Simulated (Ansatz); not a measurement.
**Run report: Al16Au, single-point calculation**

- system: Al16Au (slab, 17 atoms in the cell)
- method: DFT PBE+D3(BJ), scalar-relativistic, plane waves, PAW, no spin polarisation (Ansatz 0.2.0)

The structure derives from an entry of the Crystallography Open Database. Figures and captions count atoms from 1; the log counts them from 0 in places.

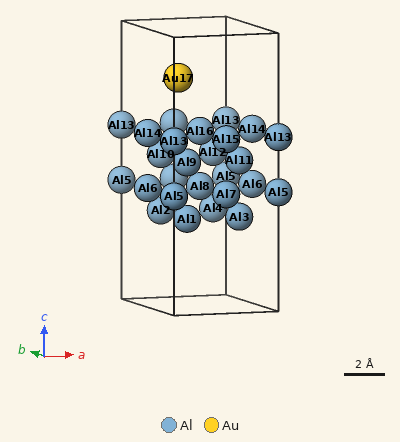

*The structure (spheres-only view of the cell of the calculation, with the vacuum cut short, seen slightly off an axis; atoms are numbered from 1 in the order of the input).*

Summary:

| quantity | value |
| --- | --- |
| outcome | converged |
| electrons treated | 67 |
| free energy | −21745.8496 eV |
| work function, top face | 5.48 eV |
| work function, bottom face | 4.12 eV |
| Fermi energy | −0.786 eV |
| gap on the k-point mesh | none (metallic) |
| work function (upper face) | 5.48 eV |
| largest force (length of the vector) | 1.235 eV/Å |
| hardware | 1 thread of Intel Xeon (Granite Rapids), 32 GiB of memory available, shared host |
| wall time | 28 s |
| peak memory | 0.98 GiB |

Remarks:

The program warns: the exchange-correlation potential is rough where the density is thin. Spin–orbit coupling is left out, which matters for Au.

Input file:
```yaml
crystal:
  lattice:
    - [5.6324246412, 0.0, 0.0]
    - [0.0, 7.9654513166, 0.0]
    - [0.0, 0.0, 21.2293510975]
  atoms:
    - { symbol: Al, position: [0.25, 0.25, 0.1884183827] }
    - { symbol: Al, position: [0.25, 0.75, 0.1884183827] }
    - { symbol: Al, position: [0.75, 0.25, 0.1884183827] }
    - { symbol: Al, position: [0.75, 0.75, 0.1884183827] }
    - { symbol: Al, position: [0.0, 0.0, 0.2547466541] }
    - { symbol: Al, position: [0.0, 0.5, 0.2547466541] }
    - { symbol: Al, position: [0.5, 0.0, 0.2547466541] }
    - { symbol: Al, position: [0.5, 0.5, 0.2547466541] }
    - { symbol: Al, position: [0.25, 0.25, 0.3240951258] }
    - { symbol: Al, position: [0.25, 0.75, 0.3240951258] }
    - { symbol: Al, position: [0.75, 0.25, 0.3240951258] }
    - { symbol: Al, position: [0.75, 0.75, 0.3240951258] }
    - { symbol: Al, position: [0.0, 0.0, 0.3876402562] }
    - { symbol: Al, position: [0.0, 0.5, 0.3876402562] }
    - { symbol: Al, position: [0.5, 0.0, 0.3876402562] }
    - { symbol: Al, position: [0.5, 0.5, 0.3876402562] }
    - { symbol: Au, position: [0.1666666667, 0.25, 0.5289540432] }
basis:
  ecutwfc: 420
kpoints:
  mp_grid: { grid: [5, 4, 1] }
hamiltonian:
  xc: pbe
  dispersion: d3bj
scf:
  occupations: { method: gaussian, width: 0.1 }
output:
  forces: true
  eigenvalues: true
  write_density: true
  write_potential: true
  elf: true
  volumetric_format: npy
efield:
  axis: 3
  dipole_correction: true
  ramp_width: 0.04
```

Launched with:
```bash
ansatz run input.yaml --threads 1 --pin off --max-ram 3072MiB --backend cpu --events-out ev --progress --plain --runs-dir out
```

The program's output:
```
Engine: ansatz 0.2.0, x86_64-unknown-linux-gnu
Pseudopotentials: kind: paw
Pseudopotential: Al, paw, valence charge 3, recommended cutoff 420 eV (normal), Al.paw.azcp
Pseudopotential: Au, paw, valence charge 19, recommended cutoff 420 eV (normal), Au.paw.azcp
Functional definition: PBE
  parameter kappa = 0.804
  parameter beta = 0.06672455060314922
  exchange = pbe_x(kappa = kappa, mu = beta*pi^2/3)
  correlation = pbe_c(beta = beta)
Crystal: 17 atoms, lattice volume = 952.451 Å³
Basis set: ecut = 420 eV, 18655 PW (Γ), exchange–correlation on 80×108×288 points (8 copies of the dense FFT grid, shifted against one another)
Bands: 51, of which v1, the nominal top of the filled ones, is band 34 counted from 1 (33 counted from 0)
Symmetry: 2 space group operations
Space group: Pm (ITA 6), of the structure as read, at distance tolerance 9.8e-5 Å
k-points: 9 of 20 (time reversal used)
Non-local potential: Al, projectors of the file, l = 0: 2, l = 1: 2, l = 2: 1
Non-local potential: Au, projectors of the file, l = 0: 3, l = 1: 2, l = 2: 2, l = 3: 1
PAW form: soft (Blöchl's): semilocal exchange-correlation on the pseudo side does not see the compensation charge
PAW one-centre angular grid: Al, 110 points (default); XC on 64 Gauss nodes
PAW one-centre angular grid: Au, 590 points (default); XC on 64 Gauss nodes
Initial density: superposition of atomic densities (neutral atoms: chi_scale 0, normalization atom), corrected by the library's trained network
Initial wavefunctions: pseudopotential atomic-orbital guess
Functional: x = pbe(κ = 0.804, μ = 0.2195149727645171), c = pbe(β = 0.06672455060314922)
SCF iter   1: F=—  HF=-21745.871178 eV  |F-HF|=—  |Δ(HF+E_count)|=         —  Δρ=1.93e-3  dr2=2.01e-1  ethr=1.77e-3  p=-0.299 e·Å  D=-5.68e-2 V/Å  ΔV_dip=1.21 eV  dr2_dipole=3.44e-3  V_vac-E_F(+/−)=5.21/4.00 eV  ⟨swp⟩=13.0  Hψ=2749  notcnv=0  defer=1
efield: sawtooth ramp at fractional position 0.8387 (placed from the atoms, in the widest stretch of the axis that holds none; the zero of the levels goes with the place), width 0.0400; the density the first Hamiltonian is built on has a dipole p = -0.299 e·Å; the dipole correction subtracts the counter field D = -5.68e-2 V/Å, which shifts the + side's vacuum level by +1.21 eV against the − side's; the planar-averaged density in the ramp window peaks in size at 6.1e-5 e/Å³
preconditioner: auto → LDOS  [metal: Δε(μ)=0.048 eV  Ē_g=5.561 eV  σ=0.100 eV  W_gap=0.26  n_scr=88 (ndim 8)  ℏωp=9.2 eV  f_vac=0.534  D(μ)=8.95/eV (n_scr^D=32)  β→1.0]
SCF iter   2: F=—  HF=-21745.849642 eV  |F-HF|=—  |Δ(HF+E_count)|=   2.15e-2  Δρ=7.37e-4  dr2=1.95e-2  ethr=3.00e-4  p=-0.326 e·Å  D=-6.19e-2 V/Å  ΔV_dip=1.31 eV  dr2_dipole=3.11e-3  V_vac-E_F(+/−)=5.43/4.12 eV  ⟨swp⟩=2.7  Hψ=789  notcnv=0  defer=17
SCF iter   3: F=—  HF=-21745.849565 eV  |F-HF|=—  |Δ(HF+E_count)|=   7.65e-5  Δρ=4.03e-4  dr2=3.24e-3  ethr=2.91e-5  p=-0.331 e·Å  D=-6.30e-2 V/Å  ΔV_dip=1.34 eV  dr2_dipole=4.41e-4  V_vac-E_F(+/−)=5.45/4.11 eV  ⟨swp⟩=2.1  Hψ=646  notcnv=0  defer=17
SCF iter   4: F=—  HF=-21745.849125 eV  |F-HF|=—  |Δ(HF+E_count)|=   4.40e-4  Δρ=2.31e-4  dr2=1.22e-3  ethr=4.84e-6  p=-0.336 e·Å  D=-6.38e-2 V/Å  ΔV_dip=1.35 eV  dr2_dipole=2.69e-4  V_vac-E_F(+/−)=5.47/4.12 eV  ⟨swp⟩=2.1  Hψ=686  notcnv=0  defer=17
SCF iter   5: F=—  HF=-21745.848983 eV  |F-HF|=—  |Δ(HF+E_count)|=   1.42e-4  Δρ=3.62e-5  dr2=5.15e-5  ethr=1.82e-6  p=-0.337 e·Å  D=-6.39e-2 V/Å  ΔV_dip=1.36 eV  dr2_dipole=2.01e-5  V_vac-E_F(+/−)=5.48/4.12 eV  ⟨swp⟩=2.0  Hψ=484  notcnv=0  defer=17
SCF iter   6: F=—  HF=-21745.849632 eV  |F-HF|=—  |Δ(HF+E_count)|=   6.49e-4  Δρ=1.23e-5  dr2=7.38e-6  ethr=7.68e-8  p=-0.337 e·Å  D=-6.40e-2 V/Å  ΔV_dip=1.36 eV  dr2_dipole=3.44e-6  V_vac-E_F(+/−)=5.48/4.12 eV  ⟨swp⟩=2.0  Hψ=657  notcnv=0  defer=14
SCF iter   7: F=—  HF=-21745.849633 eV  |F-HF|=—  |Δ(HF+E_count)|=   9.76e-7  Δρ=4.94e-6  dr2=9.46e-7  ethr=1.10e-8  p=-0.337 e·Å  D=-6.41e-2 V/Å  ΔV_dip=1.36 eV  dr2_dipole=2.35e-7  V_vac-E_F(+/−)=5.48/4.12 eV  ⟨swp⟩=2.6  Hψ=594  notcnv=0  defer=14
SCF iter   8: F=-21745.849633 eV  HF=-21745.849633 eV  |F-HF|=1.61e-8  |Δ(HF+E_count)|=   5.05e-7  Δρ=1.68e-6  dr2=8.75e-8  ethr=1.49e-10  p=-0.337 e·Å  D=-6.41e-2 V/Å  ΔV_dip=1.36 eV  dr2_dipole=1.44e-8  V_vac-E_F(+/−)=5.48/4.12 eV  ⟨swp⟩=27.6  Hψ=4705  notcnv=0
SCF 1 converged in 8 iterations: F = -21745.849633 eV  dr2 = 8.75e-8
  greatest PAW one-centre occupation: 1.000 electrons in one spin orbital (limit 2), on the Au atom at site 16 (counted from 0), in its partial waves of l = 0
```

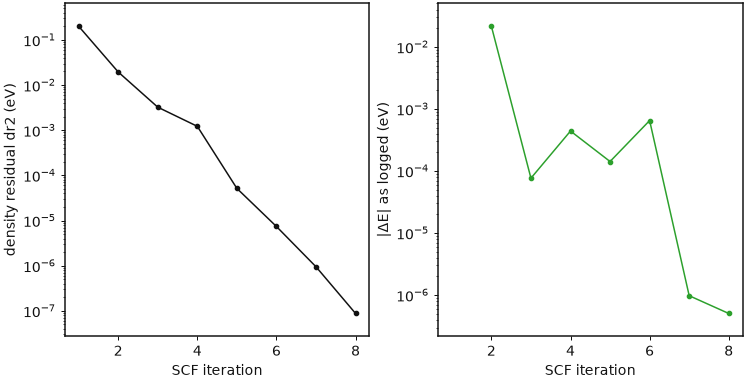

*Convergence of the self-consistent field: density residual dr2 and size of the energy change against the SCF iteration.*

The residual falls at every step.

```
WARN: The output density's exchange-correlation potential varies sharply where the density is thin. Do not read a vacuum level from v_tot or v_xc, or from such a field of the output density. On a cell that repeats whose density bears no net charge and no dipole along the vacuum's axis use v_es (v_loc + v_h of the components); under efield.dipole_correction with no amplitude use v_es + v_field, which holds any external_charges[].barrier, or the levels of the report's work_function block, which leave it out; under a non-zero efield.amplitude the vacuum is tilted and has no level; on a cell that repeats and bears such a dipole with no correction it is tilted too, and efield.dipole_correction with no amplitude gives each side of its ramp a level where efield: is served; in a cell that repeats whose density bears a net charge (total_charge, or a fill off its count) it is curved and has none; of a slab under crystal.periodic whose density bears no net charge use v_es, which has a level on each side, short of where the two are joined; of another it falls or rises all the way out and has none; of a slab beside external_charges read slab_vacuum_level instead, which it has where they leave it neutral. The grid or the basis barely resolves most such structure, and the values can differ between equally converged runs; as a rule a tighter scf.convergence.dr2_threshold does not remove it. Where the density itself ripples (under the LDA too) a higher basis.ecutwfc lessens it. The files hold the spikes' plane waves up to the density's cutoff. Files: v_tot_of_output_density and the like, and their columns of v_z.tsv (output.write_potential); v_xc_of_output_density and the like, and their columns of v_comp_z.tsv (output.write_potential_components). Measured: with its Gaussian average of σ = 0.25 Å subtracted twice, the exchange-correlation potential is over 0.1 eV at 544 of the grid points where the equally averaged density (valence and model cores) is under 1e-3 e/Å³, and 0.365 eV at the most among them, at an averaged density of 9.9e-4 e/Å³. The input density's (outcome.potential() and, of a run that writes arrays, v_tot and v_xc) is over 0.1 eV, so measured, at 536 points of its own thin density, 0.365 eV at the most. See output.write_potential in the manual, Limitations
SCF converged after 8 iterations
Free energy (F): -21745.849633 eV
Harris-Foulkes:  -21745.849633 eV  (|F-HF|=1.61e-8)
Internal energy: -21745.793972 eV  (E = F + TS)
E sigma→0 (E₀):  -21745.821803 eV
Entropy (-TS):   -0.055661 eV (-3.274 meV/atom)
Fermi energy:    -0.786397 eV
Dipole field:    D = -0.064150 V/Å  (p = -0.337657 e·Å, saw-weighted, corrected)
Work function:   Φ+ = 5.4771 eV   Φ− = 4.1152 eV
Levels:          The Fermi level and band energies are counted from a zero that moves with the ramp; work functions are not
--- Per-component energies (eV) ---
  E_band       = -791.282560
  E_kinetic    = 947.751613
  E_local      = -14472.543908  (includes V_loc(G=0)·N_el)
  E_nonlocal   = 244.042370
  E_hartree    = 6814.373734
  E_xc         = -847.273412
  E_vxc        = -715.819590  (∫ρ·V_xc dr)
  E_paw        = -17185.438258  (= ΣΔE_a)
  E_vpaw       = -423.305413  (= ΣTr[D̂ρ^β])
  E_aug_tail   = 0.001399  (compensation charges beyond the density's cutoff)
  E_efield     = 0.010830  (sawtooth field / dipole correction)
  E_vefield    = -0.145908  (∫n·V_field dr)
  E_ewald      = 2756.868539
  E_disp       = -3.586879  (pairwise vdW)
  E_smearing   = -0.055661  (= −TS)
  E_closure    = 0.000000  (closes the sum)
  Σ components = -21745.849633   (vs F -21745.849633, Δ=0.00e0)
--- Forces (eV/Å), atoms counted from 1 ---
  atom   1  Al    -0.02007326     0.00000000     0.16438702
  atom   2  Al     0.03510273     0.00000000     0.12390953
  atom   3  Al     0.02394753     0.00000000     0.16200450
  atom   4  Al    -0.03464817     0.00000000     0.10246479
  atom   5  Al    -0.05926112    -0.01625529    -0.12590249
  atom   6  Al    -0.05926112     0.01625529    -0.12590249
  atom   7  Al     0.05977936    -0.05050915    -0.09028265
  atom   8  Al     0.05977936     0.05050915    -0.09028265
  atom   9  Al     0.02202097     0.00000000    -0.08917137
  atom  10  Al     0.03930896     0.00000000     0.03158855
  atom  11  Al    -0.00732046     0.00000000    -0.04777918
  atom  12  Al    -0.03040809     0.00000000    -0.08675431
  atom  13  Al     0.05983733     0.27316554     0.49469798
  atom  14  Al     0.05983733    -0.27316554     0.49469798
  atom  15  Al    -0.02817981     0.06276032     0.15719372
  atom  16  Al    -0.02817981    -0.06276032     0.15719372
  atom  17  Au    -0.09227747     0.00000000    -1.23200373
  max |Σ_I F_I| component: 5.89e-5 eV/Å
--- Band table (eV; the first three rows and the last of 9) ---
  k-point 0: bands = ["-103.5036", "-55.0249", "-54.9743", "-54.9504", "-11.2189", "-8.9660", "-8.9160", "-8.7680", "-6.6810", "-6.6493", "-6.5364", "-6.4897", "-5.4177", "-4.6583", "-4.6400", "-4.2947", "-4.2564", "-4.2511", "-4.2063", "-3.2196", "-3.1760", "-2.8827", "-2.5252", "-2.4915", "-2.4546", "-2.1297", "-2.1182", "-2.1063", "-2.0610", "-2.0418", "-1.5079", "-1.4556", "-1.3285", "-1.0416", "-0.8620", "-0.7303", "-0.5667", "0.4941", "0.4944", "0.7934", "1.1309", "1.2535", "1.2759", "1.3013", "1.3481", "1.3889", "1.7444", "2.2624", "2.2986", "2.9613", "3.0906"]
  k-point 1: bands = ["-103.5036", "-55.0249", "-54.9743", "-54.9504", "-11.0746", "-9.9279", "-8.6301", "-7.8438", "-7.2869", "-6.5416", "-6.5101", "-5.4385", "-5.4164", "-5.4118", "-5.3015", "-4.3262", "-4.1263", "-4.1207", "-3.9152", "-3.3976", "-3.3810", "-2.8767", "-2.8359", "-2.4445", "-2.3496", "-2.1408", "-2.1137", "-2.0580", "-2.0569", "-1.9934", "-1.8446", "-1.0777", "-0.7959", "-0.7574", "-0.7489", "-0.6677", "0.0137", "0.0618", "0.0833", "0.3579", "0.4929", "0.5388", "1.1681", "1.2614", "1.8396", "2.0669", "2.1033", "2.3428", "2.3921", "2.4680", "2.5147"]
  k-point 2: bands = ["-103.5036", "-55.0249", "-54.9743", "-54.9505", "-10.6464", "-10.6392", "-8.2263", "-8.2234", "-6.1297", "-6.1209", "-6.0991", "-6.0916", "-6.0679", "-6.0628", "-5.0385", "-5.0097", "-3.7521", "-3.7450", "-3.7427", "-3.7385", "-3.4758", "-3.4611", "-2.3081", "-2.2380", "-2.1220", "-2.1032", "-2.0577", "-2.0487", "-1.7910", "-1.6647", "-1.6622", "-1.6167", "-1.6102", "-0.9766", "-0.4786", "-0.4709", "-0.4175", "-0.3697", "0.3976", "0.5364", "0.9409", "0.9438", "0.9563", "0.9606", "1.2380", "1.6032", "2.4444", "2.4719", "2.4763", "2.5148", "2.8604"]
  k-point 8: bands = ["-103.5036", "-55.0249", "-54.9743", "-54.9504", "-9.9086", "-9.9014", "-8.9923", "-8.9849", "-7.4958", "-7.4928", "-6.5908", "-6.5871", "-5.3569", "-5.3529", "-4.4833", "-4.4797", "-4.3216", "-4.2904", "-3.4502", "-3.4147", "-2.7971", "-2.7686", "-2.1915", "-2.1782", "-2.1132", "-2.0696", "-2.0522", "-1.9050", "-1.8786", "-1.8702", "-1.8581", "-1.5511", "-1.2364", "-0.7533", "-0.2312", "-0.0859", "0.5557", "0.5633", "0.7758", "0.7823", "1.1313", "1.2178", "1.8314", "1.8402", "1.8631", "2.0726", "2.4880", "2.4950", "2.9039", "2.9262", "3.2426"]
```

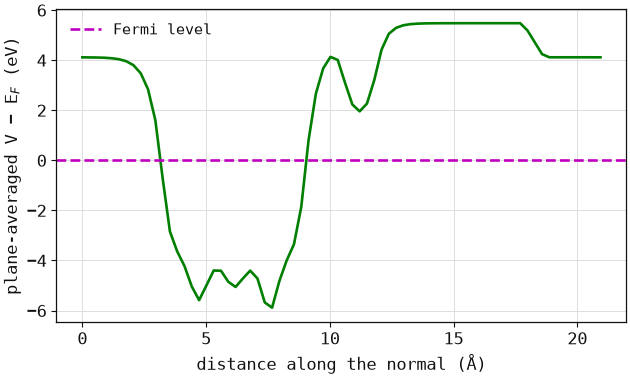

*Plane average of the electrostatic potential energy of an electron across the cell, from the Fermi level.*

The vacuum level lies 5.48 eV above the Fermi level on the upper side and 4.12 eV on the lower.

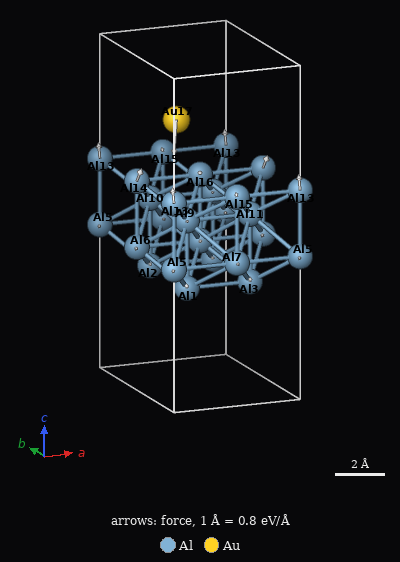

*Forces on the atoms as white arrows (ball-and-stick view of the cell of the calculation, with the vacuum cut short, seen slightly off an axis; atoms are numbered from 1 in the order of the input); the smallest are left out.*

The largest act on Au17 (1.24 eV/Å); Al13, Al14 (0.57 eV/Å). The geometry is not a stationary point of this energy.

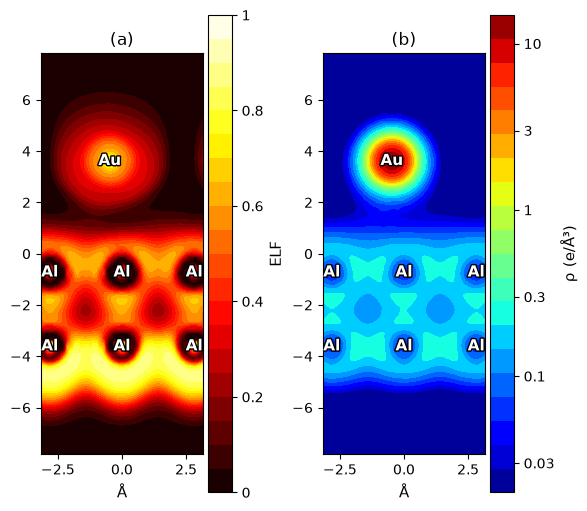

*(a) ELF; (b) valence electron density on the (010) plane of the calculation cell, a cut from vacuum to vacuum.*

Atoms in the plane: Al and Au. Al–Al (2.82 Å): ρ at the midpoint is about 0.22 e/Å³; the ELF is about 0.80 at the midpoint (no shared electron pair). The density dies away to nearly zero in the vacuum. The strong features right at Au lie inside the PAW spheres (semicore, d or f shells) and say nothing about bonding. In a PAW calculation such maps are meaningful between the atoms, not at the nuclei.

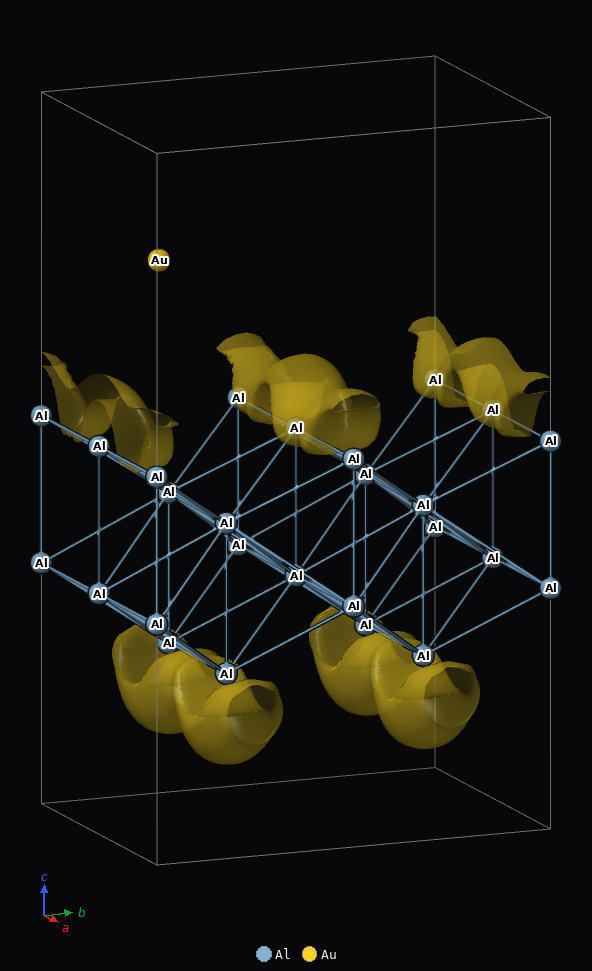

*Isosurface of the electron localisation function at 0.75 (yellow), seen slightly off an axis. Only the valence region is drawn (cores and ρ < 0.01 e/Å³ removed). Sticks mark near contacts.*

Counts are for one cell; the picture repeats the cell along the surface.  Values along the shortest contacts: Al–Al (2.79 Å): the ELF peaks at about 0.70 between the atoms.
